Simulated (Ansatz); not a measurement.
Single-point calculation, with input and output: Zr$_{4}$O

The run: single-point calculation of Zr$_{4}$O (R-3, 15 atoms in the cell). Method and program: DFT r2SCAN, scalar-relativistic, plane waves, PAW, no spin polarisation (Ansatz 0.2.0).

The structure derives from a Materials Project entry. It belongs to a series of runs on one base structure; here: the database's cell and atoms.

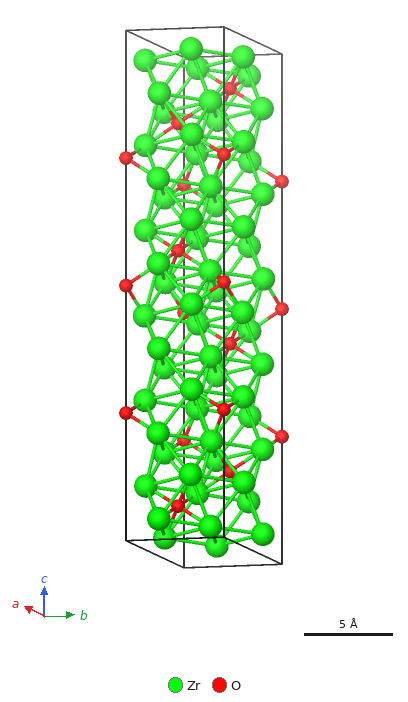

Fig. 1: The input geometry (ball-and-stick view of the cell 3 times as large as that of the calculation, set on its symmetry axes, seen at an oblique angle). An atom can appear more than once, as a periodic image.

The input
```yaml
crystal:
  lattice:
    - [2.8254438746, 1.6312707816, 10.3752769626]
    - [-2.8254438746, 1.6312707816, 10.3752769626]
    - [0.0, -3.2625415632, 10.3752769626]
  atoms:
    - { symbol: Zr, position: [0.62237983, 0.96294586, 0.29183668] }
    - { symbol: Zr, position: [0.12378538, 0.46767355, 0.78449257] }
    - { symbol: Zr, position: [0.96294586, 0.29183668, 0.62237983] }
    - { symbol: Zr, position: [0.46767355, 0.78449257, 0.12378538] }
    - { symbol: Zr, position: [0.29183668, 0.62237983, 0.96294586] }
    - { symbol: Zr, position: [0.78449257, 0.12378538, 0.46767355] }
    - { symbol: Zr, position: [0.03705414, 0.70816332, 0.37762017] }
    - { symbol: Zr, position: [0.53232645, 0.21550743, 0.87621462] }
    - { symbol: Zr, position: [0.37762017, 0.03705414, 0.70816332] }
    - { symbol: Zr, position: [0.87621462, 0.53232645, 0.21550743] }
    - { symbol: Zr, position: [0.70816332, 0.37762017, 0.03705414] }
    - { symbol: Zr, position: [0.21550743, 0.87621462, 0.53232645] }
    - { symbol: O, position: [0.5, 0.5, 0.5] }
    - { symbol: O, position: [0.25005852, 0.25005852, 0.25005852] }
    - { symbol: O, position: [0.74994148, 0.74994148, 0.74994148] }
basis:
  ecutwfc: 500
kpoints:
  mp_grid: { grid: [6, 6, 6] }
hamiltonian:
  xc: r2scan
scf:
  occupations: { method: gaussian, width: 0.1 }
output:
  forces: true
  stress: true
  eigenvalues: true
  populations: true
```

Launch command:
```bash
ansatz run input.yaml --threads 4 --pin off --max-ram 10240MiB --backend cpu --events-out ev --progress --plain --runs-dir out
```

Output
```
basis.fft_grid_basis auto: the FFT boxes are laid along the combinations [[1, 0, -1], [0, 1, -1], [0, 0, 1]] of the cell's own vectors, 5.651, 5.651 and 10.876 Å long. The dense box has 45×45×80 points. Along the cell's own vectors, as sized, it would have 80×80×80, 3.16 times as many. Of the 6 symmetry operations that the crystal satisfies within crystal.symmetry.tolerance (time reversal apart; of a slab, those that keep its plane) the dense box along the cell's own vectors carries 6, and the one as laid loses 4 of those. basis.fft_grid_basis: typed keeps the cell's own vectors: state it where this run's energies or levels are differenced outside the engine with another run's, or held beside a run that keeps those vectors.
Engine: ansatz 0.2.0, x86_64-unknown-linux-gnu
Pseudopotentials: kind: paw
Pseudopotential: Zr, paw, valence charge 12, recommended cutoff 500 eV (meta_gga), Zr.paw.azcp
Pseudopotential: O, paw, valence charge 6, recommended cutoff 500 eV (meta_gga), O.paw.azcp
Functional definition: r2SCAN
  parameter k0 = 0.174
  parameter k1 = 0.065
  parameter a1 = 4.9479
  exchange = r2scan_x(k0 = k0, k1 = k1, a1 = a1)
  correlation = r2scan_c
Crystal: 15 atoms, lattice volume = 286.922 Å³
Basis set: ecut = 500 eV, 7315 PW (Γ), FFT grids on a1−a3, a2−a3, a3, exchange–correlation on 180×180×320 points (64 copies of the dense FFT grid, shifted against one another)
Bands: 98, of which v1, the nominal top of the filled ones, is band 81 counted from 1 (80 counted from 0)
Symmetry: 6 space group operations
Space group: R-3 (ITA 148), of the structure as read, at distance tolerance 6.6e-5 Å
k-points: 40 of 216
Non-local potential: Zr, projectors of the file, l = 0: 3, l = 1: 2, l = 2: 2, l = 3: 2
Non-local potential: O, projectors of the file, l = 0: 2, l = 1: 2, l = 2: 1
PAW form: soft (Blöchl's): semilocal exchange-correlation on the pseudo side does not see the compensation charge
PAW frozen core: Zr, regenerated for the run's functional (the file was generated under x = pbe(κ = 0.804, μ = 0.2195149727645171), c = pbe(β = 0.06672455060314922))
PAW frozen core: O, regenerated for the run's functional (the file was generated under x = pbe(κ = 0.804, μ = 0.2195149727645171), c = pbe(β = 0.06672455060314922))
PAW one-centre angular grid: Zr, 590 points (default); XC on 160 Gauss nodes
PAW one-centre angular grid: O, 302 points (default); XC on 160 Gauss nodes
Initial density: superposition of atomic densities (neutral atoms: chi_scale 0, normalization atom), corrected by the library's trained network
Initial wavefunctions: pseudopotential atomic-orbital guess
Functional: x = r2scan, c = r2scan; τ floored in thin density (d = 2e-4 eV/Å³)
SCF iter   1: F=—  HF=-52056.238273 eV  |F-HF|=—  |Δ(HF+E_count)|=         —  Δρ=1.29e-2  dr2=7.27e-1  dr2_τ=3.46e-1  ethr=1.77e-3  ⟨swp⟩=7.2  Hψ=15757  notcnv=0
preconditioner: auto → Kerker (q_TF=auto, 2.480 Å⁻¹)  [metal: Δε(μ)=0.023 eV  Ē_g=4.722 eV  σ=0.100 eV  W_gap=0.13  n_scr=68 (ndim 8)  ℏωp=17.0 eV  f_vac=0.000  D(μ)=5.03/eV (n_scr^D=28)]
SCF iter   2: F=—  HF=-52056.680892 eV  |F-HF|=—  |Δ(HF+E_count)|=   4.43e-1  Δρ=6.57e-3  dr2=1.49e-1  dr2_τ=9.17e-3  ethr=4.48e-4  ⟨swp⟩=2.0  Hψ=6269  notcnv=0  defer=251
SCF iter   3: F=—  HF=-52056.673966 eV  |F-HF|=—  |Δ(HF+E_count)|=   6.93e-3  Δρ=2.17e-3  dr2=1.41e-2  dr2_τ=1.02e-3  ethr=9.18e-5  ⟨swp⟩=2.0  Hψ=4870  notcnv=0  defer=251
SCF iter   4: F=—  HF=-52056.675846 eV  |F-HF|=—  |Δ(HF+E_count)|=   1.88e-3  Δρ=6.87e-4  dr2=1.63e-3  dr2_τ=1.37e-4  ethr=8.69e-6  ⟨swp⟩=2.0  Hψ=5246  notcnv=0  defer=251
SCF iter   5: F=—  HF=-52056.675983 eV  |F-HF|=—  |Δ(HF+E_count)|=   1.37e-4  Δρ=4.09e-4  dr2=4.52e-4  dr2_τ=5.94e-5  ethr=1.01e-6  ⟨swp⟩=2.0  Hψ=5514  notcnv=0  defer=251
SCF iter   6: F=—  HF=-52056.675946 eV  |F-HF|=—  |Δ(HF+E_count)|=   3.70e-5  Δρ=8.86e-5  dr2=2.63e-5  dr2_τ=1.14e-6  ethr=2.79e-7  ⟨swp⟩=2.0  Hψ=4952  notcnv=0  defer=251
SCF iter   7: F=—  HF=-52056.676109 eV  |F-HF|=—  |Δ(HF+E_count)|=   1.63e-4  Δρ=5.65e-5  dr2=6.99e-6  dr2_τ=1.07e-6  ethr=1.63e-8  ⟨swp⟩=2.0  Hψ=6424  notcnv=0  defer=251
SCF iter   8: F=—  HF=-52056.676108 eV  |F-HF|=—  |Δ(HF+E_count)|=   5.71e-7  Δρ=1.07e-5  dr2=3.59e-7  dr2_τ=2.04e-8  ethr=4.32e-9  ⟨swp⟩=2.0  Hψ=4854  notcnv=0  defer=251
SCF iter   9: F=-52056.676108 eV  HF=-52056.676108 eV  |F-HF|=9.50e-9  |Δ(HF+E_count)|=   7.80e-8  Δρ=2.89e-6  dr2=3.17e-8  dr2_τ=1.41e-9  ethr=6.17e-11  ⟨swp⟩=10.7  Hψ=14361  notcnv=0
SCF 1 converged in 9 iterations: F = -52056.676108 eV  dr2 = 3.17e-8
  greatest PAW one-centre occupation: 0.989 electrons in one spin orbital (limit 2), on the Zr atom at site 10 (counted from 0), in its partial waves of l = 0
SCF converged after 9 iterations
Free energy (F): -52056.676108 eV
Harris-Foulkes:  -52056.676108 eV  (|F-HF|=9.50e-9)
Internal energy: -52056.652102 eV  (E = F + TS)
E sigma→0 (E₀):  -52056.664105 eV
Entropy (-TS):   -0.024006 eV (-1.600 meV/atom)
Fermi energy:    14.564419 eV
--- Per-component energies (eV) ---
  E_band       = -1195.465330
  E_kinetic    = 4520.660921
  E_local      = -8585.468581  (includes V_loc(G=0)·N_el)
  E_nonlocal   = 1093.710202
  E_hartree    = 2768.272359
  E_xc         = -2089.382831
  E_vxc        = -2848.946791  (∫ρ·V_xc dr)
  E_paw        = -36130.229780  (= ΣΔE_a)
  E_vpaw       = -1080.160162  (= ΣTr[D̂ρ^β])
  E_aug_tail   = 0.003101  (compensation charges beyond the density's cutoff)
  E_vtau       = 168.194722  (kinetic-family band-sum trace: ∫τ·v_τ [+ j·A + Jᵃ·Aᵃ] dr)
  E_ewald      = -13632.144769
  E_core_change = -2.072723  (= ΣΔE_core)
  E_smearing   = -0.024006  (= −TS)
  E_closure    = -0.000000  (closes the sum)
  Σ components = -52056.676108   (vs F -52056.676108, Δ=0.00e0)
--- Forces (eV/Å), atoms counted from 1 ---
  atom   1  Zr    -0.00761847     0.02776155    -0.00896115
  atom   2  Zr    -0.01946987     0.01189981     0.00542005
  atom   3  Zr     0.02785144    -0.00728299    -0.00896115
  atom   4  Zr     0.02004047     0.01091150     0.00542005
  atom   5  Zr    -0.02023297    -0.02047856    -0.00896115
  atom   6  Zr    -0.00057060    -0.02281131     0.00542005
  atom   7  Zr    -0.02785144     0.00728299     0.00896115
  atom   8  Zr    -0.02004047    -0.01091150    -0.00542005
  atom   9  Zr     0.00761847    -0.02776155     0.00896115
  atom  10  Zr     0.01946987    -0.01189981    -0.00542005
  atom  11  Zr     0.02023297     0.02047856     0.00896115
  atom  12  Zr     0.00057060     0.02281131    -0.00542005
  atom  13  O      0.00000000     0.00000000    -0.00000000
  atom  14  O      0.00000000    -0.00000000    -0.02011965
  atom  15  O      0.00000000     0.00000000     0.02011965
  max |Σ_I F_I| component: 6.94e-18 eV/Å
--- Stress (GPa, compression-positive) ---
        0.034212      -0.000000       0.000000
        0.000000       0.034212       0.000000
        0.000000      -0.000000      -0.071871
  P = ⅓ Tr σ = -0.0011 GPa (-0.011 kbar)
--- Band table (eV; the first three rows and the last of 40) ---
  k-point 0: bands = ["-36.1759", "-36.0927", "-36.0340", "-36.0285", "-36.0285", "-36.0244", "-36.0244", "-35.9488", "-35.9080", "-35.9080", "-35.9063", "-35.9063", "-14.4411", "-14.0597", "-13.8427", "-13.8427", "-13.8402", "-13.6839", "-13.6839", "-13.6766", "-13.6300", "-13.6300", "-13.5904", "-13.5904", "-13.5732", "-13.5331", "-13.5159", "-13.4699", "-13.4182", "-13.3638", "-13.3349", "-13.3349", "-13.2922", "-13.2888", "-13.2888", "-13.1779", "-13.1779", "-13.1320", "-13.1320", "-13.1221", "-13.1221", "-13.0688", "-13.0688", "-13.0112", "-13.0112", "-12.9718", "-12.9356", "-12.9356", "-7.2665", "-6.8650", "-6.5673", "6.9705", "6.9705", "7.0476", "7.3377", "7.5029", "7.5029", "7.7401", "7.9674", "7.9674", "9.3150", "11.1225", "11.3653", "12.4574", "12.7443", "12.8500", "13.0168", "13.0168", "13.0287", "13.1035", "13.1035", "13.2733", "13.3206", "13.3206", "13.5052", "13.9666", "13.9666", "14.3032", "14.3032", "14.3319", "14.5845", "14.8250", "14.8250", "14.8784", "14.9800", "14.9800", "15.0020", "15.0020", "15.4409", "15.7468", "15.7468", "16.0108", "16.0108", "16.4306", "16.6382", "16.6382", "16.7131", "17.0279"]
  k-point 1: bands = ["-36.1659", "-36.0867", "-36.0408", "-36.0370", "-36.0253", "-36.0231", "-36.0218", "-35.9441", "-35.9203", "-35.9172", "-35.9025", "-35.9018", "-14.4215", "-14.0813", "-13.9524", "-13.8707", "-13.7541", "-13.7298", "-13.7124", "-13.6661", "-13.6536", "-13.6383", "-13.5752", "-13.5608", "-13.4954", "-13.4760", "-13.4678", "-13.4459", "-13.4050", "-13.3544", "-13.3381", "-13.3213", "-13.2743", "-13.2696", "-13.2404", "-13.1929", "-13.1781", "-13.1547", "-13.1462", "-13.1300", "-13.1136", "-13.1007", "-13.0791", "-13.0543", "-13.0283", "-12.9911", "-12.9778", "-12.9456", "-7.2203", "-6.8644", "-6.6074", "6.9469", "6.9967", "7.0972", "7.3999", "7.4664", "7.4808", "7.7551", "7.9025", "7.9467", "9.6220", "11.2105", "11.5497", "12.3856", "12.4830", "12.5670", "12.7175", "12.7746", "12.9466", "13.0224", "13.1864", "13.2618", "13.3078", "13.4158", "13.6847", "13.8473", "13.9017", "14.1318", "14.2801", "14.3391", "14.5105", "14.6168", "14.6612", "14.9025", "15.0159", "15.0714", "15.1542", "15.1929", "15.6177", "15.7487", "15.8671", "15.9370", "16.2098", "16.2809", "16.5106", "16.6011", "16.6931", "16.9531"]
  k-point 2: bands = ["-36.1391", "-36.0741", "-36.0630", "-36.0470", "-36.0307", "-36.0230", "-36.0024", "-35.9436", "-35.9310", "-35.9263", "-35.9054", "-35.9020", "-14.3658", "-14.1320", "-14.0252", "-13.8636", "-13.7696", "-13.7491", "-13.7315", "-13.6785", "-13.6563", "-13.5771", "-13.5658", "-13.5418", "-13.4828", "-13.4401", "-13.4022", "-13.3934", "-13.3467", "-13.3181", "-13.3124", "-13.2907", "-13.2791", "-13.2494", "-13.2345", "-13.2258", "-13.1733", "-13.1621", "-13.1600", "-13.1442", "-13.1391", "-13.1042", "-13.0952", "-13.0853", "-13.0738", "-13.0475", "-13.0060", "-12.9819", "-7.1063", "-6.8649", "-6.7101", "6.9148", "7.0715", "7.1670", "7.4223", "7.4350", "7.4945", "7.7496", "7.8012", "7.9219", "10.3681", "11.4847", "11.9043", "12.1069", "12.1380", "12.2031", "12.3683", "12.4981", "12.6603", "12.9306", "13.0680", "13.1403", "13.2960", "13.3897", "13.5999", "13.6654", "13.7748", "13.8344", "13.9693", "14.0441", "14.2106", "14.7738", "14.8957", "14.9571", "15.0671", "15.3319", "15.5042", "15.5278", "15.6478", "15.7107", "15.9700", "15.9842", "16.2454", "16.4304", "16.6279", "16.8394", "16.8663", "16.9480"]
  k-point 39: bands = ["-36.1723", "-36.1044", "-36.0285", "-36.0285", "-36.0244", "-36.0244", "-36.0220", "-35.9526", "-35.9080", "-35.9080", "-35.9063", "-35.9063", "-14.4120", "-14.1225", "-13.8452", "-13.8452", "-13.7419", "-13.7419", "-13.7397", "-13.7118", "-13.7056", "-13.5712", "-13.5568", "-13.5568", "-13.5336", "-13.5336", "-13.4818", "-13.4721", "-13.3744", "-13.3744", "-13.3721", "-13.3624", "-13.3624", "-13.2943", "-13.1783", "-13.1501", "-13.1501", "-13.1320", "-13.1320", "-13.1117", "-13.1117", "-13.0949", "-13.0669", "-13.0669", "-13.0060", "-13.0060", "-12.9372", "-12.9372", "-7.2598", "-6.8764", "-6.5620", "6.9784", "6.9784", "7.0384", "7.3918", "7.4803", "7.4803", "7.6563", "7.9825", "7.9825", "9.8589", "9.9963", "12.0693", "12.4756", "12.7637", "12.8623", "12.9665", "12.9665", "13.0756", "13.0756", "13.1900", "13.1964", "13.3872", "13.4994", "13.4994", "13.8885", "13.8885", "14.2926", "14.3555", "14.3555", "14.4987", "14.6803", "14.6803", "14.9705", "14.9705", "15.0348", "15.0348", "15.0441", "15.3413", "15.5864", "15.5864", "16.2234", "16.2234", "16.4954", "16.7194", "16.7194", "16.8593", "16.9190"]
--- Löwdin populations: 15 sites ---
  site symbol       q [e]
     0     Zr     11.7999
     1     Zr     11.6996
     2     Zr     11.7999
     3     Zr     11.6996
     4     Zr     11.7999
     5     Zr     11.6996
     6     Zr     11.7999
     7     Zr     11.6996
     8     Zr     11.7999
     9     Zr     11.6996
    10     Zr     11.7999
    11     Zr     11.6996
    12      O      6.6020
    13      O      6.6172
    14      O      6.6172
  spilling = 0.007203 (of n_electrons = 162.000000)
```

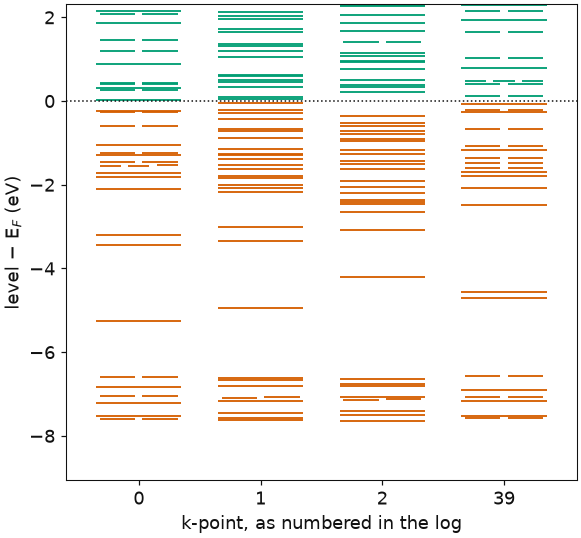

Fig. 2: Kohn–Sham levels near the Fermi level (dotted) at the few k-points that the log prints; levels within 0.02 eV of each other stand side by side. The system is metallic on the full mesh.

Summary

| quantity | value |
| --- | --- |
| outcome | converged |
| space group (tolerance 0.01 Å) | R-3 (148) |
| electrons treated | 162 |
| free energy | −52056.6761 eV |
| Fermi energy | 14.564 eV |
| gap on the k-point mesh | none (metallic) |
| pressure | 0.00 GPa |
| largest force (length of the vector) | 0.030 eV/Å |
| hardware | 4 threads of Oxide Virtual Turin-like (Zen 5), 32 GiB of memory available, shared host |
| wall time | 33 s (CPU time 2.1 min) |
| peak memory | 2.3 GiB |
